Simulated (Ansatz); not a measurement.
# Run report: Al, single-point calculation

System: Al (1 atom in the cell).
Method: DFT PBEsol, scalar-relativistic, plane waves, PAW, no spin polarisation (Ansatz 0.2.0).

The structure derives from a Materials Project entry. Figures and captions count atoms from 1; the log counts them from 0 in places.

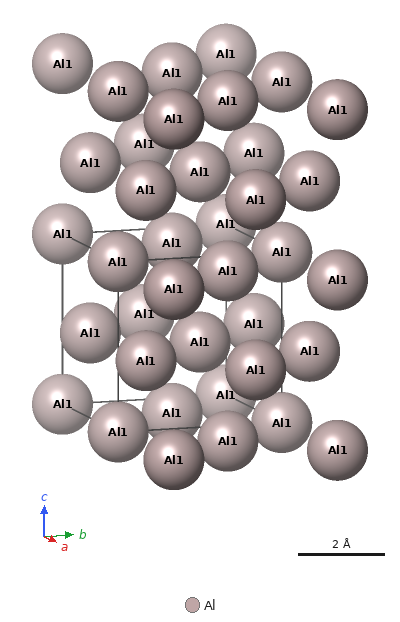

The structure (spheres-only view of the cell 4 times as large as that of the calculation, set on its symmetry axes, repeated 2 × 1 × 2, seen slightly off an axis; atoms are numbered from 1 in the order of the input). An atom can appear more than once, as a periodic image.

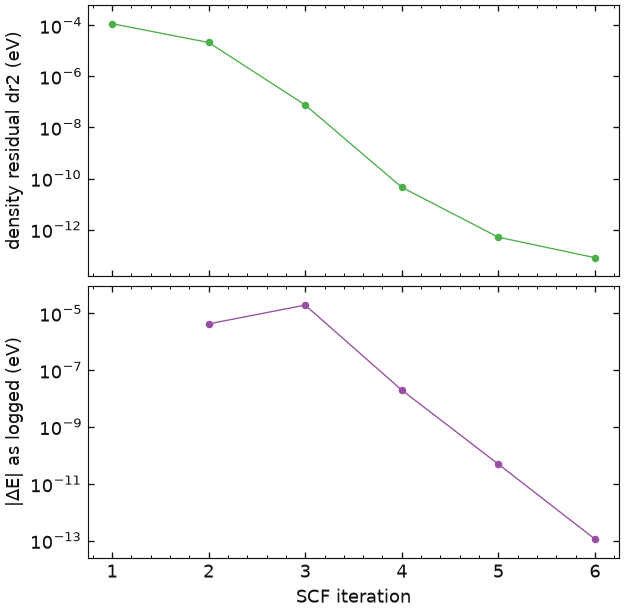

Convergence of the self-consistent field: density residual dr2 and size of the energy change against the SCF iteration. The residual falls at every step.

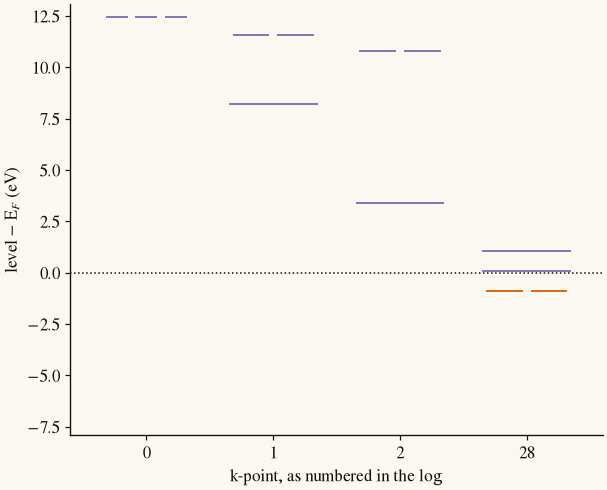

Kohn–Sham levels near the Fermi level (dotted) at the few k-points that the log prints; levels within 0.02 eV of each other stand side by side. The system is metallic on the full mesh.

The input that produced these results follows, with the program's output.

**The input**
```yaml
crystal:
  lattice:
    - [0.0, 2.0194648466, 2.0194648466]
    - [2.0194648466, 0.0, 2.0194648466]
    - [2.0194648466, 2.0194648466, 0.0]
  atoms:
    - { symbol: Al, position: [0.0, 0.0, 0.0] }
basis:
  ecutwfc: 420
kpoints:
  mp_grid: { grid: [8, 8, 8] }
hamiltonian:
  xc: pbesol
scf:
  occupations: { method: gaussian, width: 0.1 }
output:
  forces: true
  stress: true
  eigenvalues: true
```

Command:
```bash
ansatz run input.yaml --threads 1 --pin off --max-ram 2560MiB --backend cpu --events-out ev --progress --plain --runs-dir out
```

**The program's output**
```
Engine: ansatz 0.2.0, x86_64-unknown-linux-gnu
Pseudopotentials: kind: paw
Pseudopotential: Al, paw, valence charge 3, recommended cutoff 420 eV (normal), Al.paw.azcp
Functional definition: PBEsol
  exchange = pbesol_x
  correlation = pbesol_c
Crystal: 1 atoms, lattice volume = 16.472 Å³
Basis set: ecut = 420 eV, 331 PW (Γ), exchange–correlation on 40×40×40 points (8 copies of the dense FFT grid, shifted against one another)
Bands: 6, of which v1, the nominal top of the filled ones, is band 2 counted from 1 (1 counted from 0)
Symmetry: 48 space group operations
Space group: Fm-3m (ITA 225), of the structure as read, at distance tolerance 2.5e-5 Å
k-points: 29 of 512
Non-local potential: Al, projectors of the file, l = 0: 2, l = 1: 2, l = 2: 1
PAW form: soft (Blöchl's): semilocal exchange-correlation on the pseudo side does not see the compensation charge
PAW frozen core: Al, regenerated for the run's functional, and the local potential with it (the file was generated under x = pbe(κ = 0.804, μ = 0.2195149727645171), c = pbe(β = 0.06672455060314922))
PAW one-centre angular grid: Al, 110 points (default); XC on 64 Gauss nodes
Initial density: superposition of atomic densities (neutral atoms: chi_scale 0, normalization atom), corrected by the library's trained network
Initial wavefunctions: pseudopotential atomic-orbital guess
Functional: x = pbesol(κ = 0.804, μ = 0.12345679012345678), c = pbesol(β = 0.046)
SCF iter   1: F=—  HF=-524.542294 eV  |F-HF|=—  |Δ(HF+E_count)|=         —  Δρ=9.54e-4  dr2=1.15e-4  ethr=1.77e-3  ⟨swp⟩=4.8  Hψ=1506  notcnv=0
preconditioner: auto → none  [insulator: Δε(μ)=0.457 eV  Ē_g=13.210 eV  σ=0.100 eV  W_gap=0.86  n_scr=0 (ndim 8)  ℏωp=15.8 eV  f_vac=0.000  D(μ)=0.63/eV (n_scr^D=0)  ε∞_Penn≈2.4]
SCF iter   2: F=—  HF=-524.542298 eV  |F-HF|=—  |Δ(HF+E_count)|=   4.17e-6  Δρ=4.34e-4  dr2=2.12e-5  ethr=3.84e-6  ⟨swp⟩=1.4  Hψ=421  notcnv=0
SCF iter   3: F=—  HF=-524.542317 eV  |F-HF|=—  |Δ(HF+E_count)|=   1.91e-5  Δρ=2.74e-5  dr2=7.61e-8  ethr=7.08e-7  ⟨swp⟩=1.0  Hψ=160  notcnv=0
iter 4 did not close the SCF: its close was put off for the readings that it lacked (scf_convergence_deferred on its scf_iter line)
SCF iter   4: F=-524.542317 eV  HF=-524.542317 eV  |F-HF|=3.44e-11  |Δ(HF+E_count)|=   1.96e-8  Δρ=7.66e-7  dr2=4.55e-11  ethr=2.54e-9  ⟨swp⟩=1.2  Hψ=166  notcnv=0
iter 5 did not close the SCF: its close was put off for the readings that it lacked (scf_convergence_deferred on its scf_iter line)
SCF iter   5: F=-524.542317 eV  HF=-524.542317 eV  |F-HF|=1.14e-13  |Δ(HF+E_count)|=  4.90e-11  Δρ=6.67e-8  dr2=5.08e-13  ethr=1.52e-12  ⟨swp⟩=2.0  Hψ=204  notcnv=0
SCF iter   6: F=-524.542317 eV  HF=-524.542317 eV  |F-HF|=1.14e-13  |Δ(HF+E_count)|=  1.14e-13  Δρ=2.11e-8  dr2=8.03e-14  ethr=1.00e-12  ⟨swp⟩=2.1  Hψ=598  notcnv=0
SCF 1 converged in 6 iterations: F = -524.542317 eV  dr2 = 8.03e-14
  greatest PAW one-centre occupation: 0.448 electrons in one spin orbital (limit 2), on the Al atom at site 0 (counted from 0), in its partial waves of l = 0
SCF converged after 6 iterations
Free energy (F): -524.542317 eV
Harris-Foulkes:  -524.542317 eV  (|F-HF|=1.14e-13)
Internal energy: -524.539176 eV  (E = F + TS)
E sigma→0 (E₀):  -524.540746 eV
Entropy (-TS):   -0.003142 eV (-3.142 meV/atom)
Fermi energy:    7.958110 eV
--- Per-component energies (eV) ---
  E_band       = 10.445296
  E_kinetic    = 22.871918
  E_local      = 9.775951  (includes V_loc(G=0)·N_el)
  E_nonlocal   = 10.359137
  E_hartree    = 0.108051
  E_xc         = -39.406077
  E_vxc        = -29.163379  (∫ρ·V_xc dr)
  E_paw        = -454.710243  (= ΣΔE_a)
  E_vpaw       = -3.614429  (= ΣTr[D̂ρ^β])
  E_aug_tail   = -0.000003  (compensation charges beyond the density's cutoff)
  E_ewald      = -73.557049
  E_core_change = 0.019139  (= ΣΔE_core)
  E_smearing   = -0.003142  (= −TS)
  E_closure    = 0.000000  (closes the sum)
  Σ components = -524.542317   (vs F -524.542317, Δ=0.00e0)
--- Forces (eV/Å), atoms counted from 1 ---
  atom   1  Al    -0.00000000    -0.00000000     0.00000000
  max |Σ_I F_I| component: 1.64e-32 eV/Å
--- Stress (GPa, compression-positive) ---
       -1.306157       0.000000       0.000000
       -0.000000      -1.306157      -0.000000
        0.000000      -0.000000      -1.306157
  P = ⅓ Tr σ = -1.3062 GPa (-13.062 kbar)
--- Band table (eV; the first three rows and the last of 29) ---
  k-point 0: bands = ["-3.2305", "20.4269", "20.4269", "20.4269", "22.0010", "22.0010"]
  k-point 1: bands = ["-2.8061", "16.1933", "19.5224", "19.5224", "22.6112", "23.4943"]
  k-point 2: bands = ["-1.5406", "11.3349", "18.7716", "18.7716", "22.2503", "22.5787"]
  k-point 28: bands = ["7.0597", "7.0597", "8.0530", "9.0176", "23.6558", "23.6558"]
```

**Key numbers**

```json
{"quantity": "outcome", "value": "converged"}
{"quantity": "space group (tolerance 0.01 Å)", "value": "Fm-3m (225)"}
{"quantity": "electrons treated", "value": "3"}
{"quantity": "free energy", "value": "−524.5423 eV"}
{"quantity": "Fermi energy", "value": "7.958 eV"}
{"quantity": "gap on the k-point mesh", "value": "none (metallic)"}
{"quantity": "pressure", "value": "−1.31 GPa"}
{"quantity": "largest force (length of the vector)", "value": "under 0.001 eV/Å"}
{"quantity": "hardware", "value": "1 thread of Intel Xeon (Granite Rapids), 192 GiB of memory available, shared host"}
{"quantity": "peak memory", "value": "0.27 GiB"}
```
